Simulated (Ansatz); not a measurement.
HfO2

Input file:

```
crystal:
  lattice:
    - [4.9766103121, 0.0, 0.0]
    - [0.0, 5.0594324074, 0.0]
    - [0.0, 0.0, 4.7910416829]
  atoms:
    - { symbol: Hf, position: [0.22259082, 0.78179958, 0.27206794] }
    - { symbol: Hf, position: [0.72259082, 0.71820042, 0.72793206] }
    - { symbol: Hf, position: [0.77740918, 0.21820042, 0.27206794] }
    - { symbol: Hf, position: [0.27740918, 0.28179958, 0.72793206] }
    - { symbol: O, position: [0.18681532, 0.16364878, 0.10453462] }
    - { symbol: O, position: [0.68681532, 0.33635122, 0.89546538] }
    - { symbol: O, position: [0.81318468, 0.83635122, 0.10453462] }
    - { symbol: O, position: [0.31318468, 0.66364878, 0.89546538] }
    - { symbol: O, position: [0.0, 0.5, 0.48905445] }
    - { symbol: O, position: [0.5, 0.0, 0.51094555] }
    - { symbol: O, position: [0.0, 0.0, 0.57562499] }
    - { symbol: O, position: [0.5, 0.5, 0.42437501] }
hamiltonian:
  xc: pbe
  pseudopotentials: { kind: paw }
kpoints:
  mp_grid: { grid: [5, 5, 6] }
scf:
  occupations: { method: fermi_dirac, width: 0.05 }
output:
  forces: true
  stress: true
  eigenvalues: true
  write_density: true
  write_potential: true
  elf: true
  volumetric_format: npy
```

Run with:

```sh
ansatz run input.yaml --threads 4 --pin off --max-ram 11264MiB --backend cpu --events-out ev --progress --plain --runs-dir out
```

Below, planes, directions and counts refer to the conventional cell (a = 4.98 Å, b = 5.06 Å, c = 4.79 Å, α = 90.00°, β = 90.00°, γ = 90.00°).

Space group P2₁2₁2; a structure from a database of computed crystals, not necessarily the ambient phase; not relaxed (largest force 0.7 eV/Å); computed pressure about 30 GPa in this cell.

These are results of Ansatz 0.2.0, Kohn-Sham DFT of a periodic cell, PBE, Ansatz PAW, not measurements.

Core electrons are frozen (PAW), and the valence fields are smoothed inside the atomic spheres.

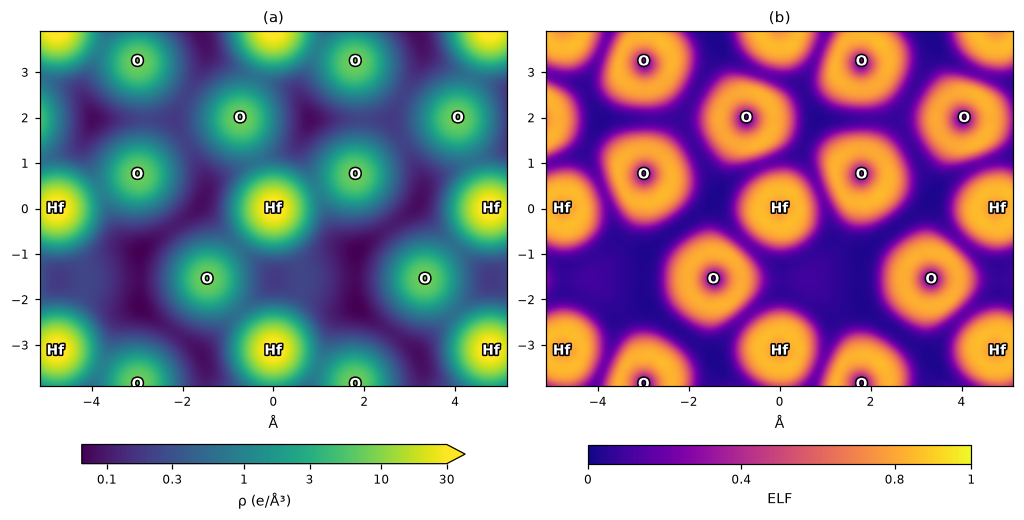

Figure 1. (a) valence electron density; (b) electron localisation function on the (11̄0) plane of the conventional cell.

Interpret the plot.

Answer.
- Atoms in the plane: Hf and O.
- Hf–O (1.95 Å): the density is about 1.1 e/Å³ at the midpoint; the ELF peaks at about 0.80 in the valence shell of O, 0.6 Å from its nucleus, and drops to about 0.20 between the two atoms (no shared electron pair shows on this line).
- Hf–Hf (3.13 Å): the density is about 0.19 e/Å³ at the midpoint; the ELF is about 0.05 at the midpoint: no shared electron pair shows on this line.
- Hf–O (2.11 Å): the density is about 0.7 e/Å³ at the midpoint; the ELF peaks at about 0.85 in the valence shell of O, 0.6 Å from its nucleus, and drops to about 0.20 between the two atoms (no shared electron pair shows on this line).
- Between the atoms the lowest density in this plane is 0.07 e/Å³.
- The features right at Hf lie inside the PAW spheres, where the map follows smoothed inner orbitals and isn't to be read closely.

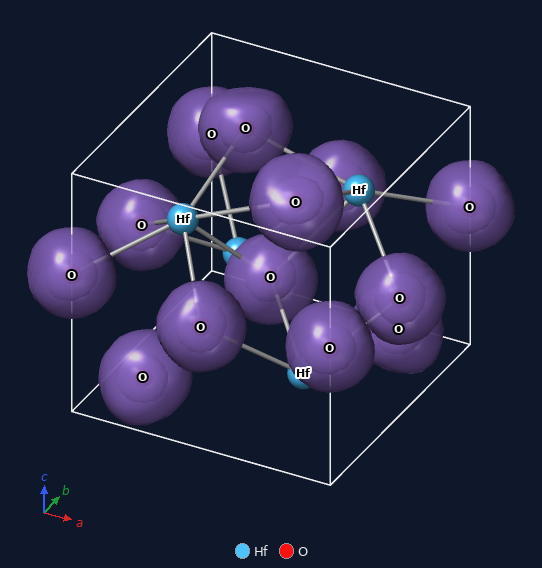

Figure 2. Isosurface of the ELF at 0.75 (purple), seen at an oblique angle. Only the valence region is drawn (cores and ρ < 0.01 e/Å³ removed). Sticks mark near contacts.

Identify the bonds, lone pairs and shells in this picture.

Answer. The ELF exceeds this value in eight regions wrapped around O (the valence shell of each), counted in one cell of 12 atoms. Any copies at cell faces, edges or corners count once.

Does the calculation make it a metal, or give it a gap?

Answer. It is gapped, with a Kohn–Sham gap of 4.0 eV on the k-point mesh (the band edges may lie off the mesh, which would make the gap smaller).
